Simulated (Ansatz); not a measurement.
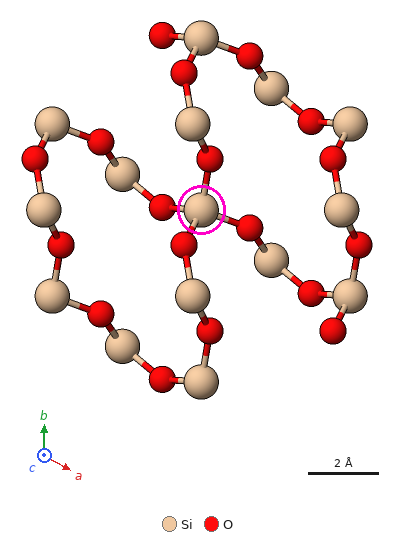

Perfect SiO2. A ball-and-stick model of the atoms within 5.4 Å of one point, in a slice 4.2 Å thick across the line of sight, seen along the c axis.

Method: Ansatz 0.2.0, DFT, PBEsol, PAW, plane waves. Set-up: plane-wave cutoff 420 eV; k-point mesh 1 × 1 × 1; mesh shifted by (0.25, 0.25, 0.25); no spin polarisation. Fermi-Dirac smearing of 0.01 eV. The axes drawn are those of the host's conventional cell.

A silicon atom is replaced by oxygen at the ringed place, in charge state 0. The supercell has 72 sites, and the atoms are relaxed at the host's cell.

Predict the relaxed surroundings of the defect.

Answer. In the host the Si atom has 4 O at 1.62 Å; the O atom ends with 2 O at 1.41 Å. Of the host's atoms, an oxygen atom moves furthest from its site, by 0.63 Å. The O atom itself moves 0.37 Å from where it was put.

The relaxed defect, seen from the same direction:

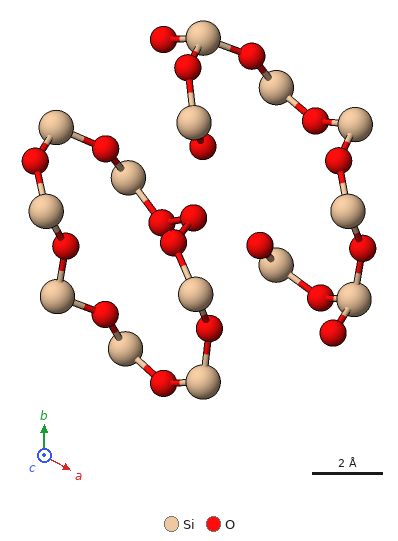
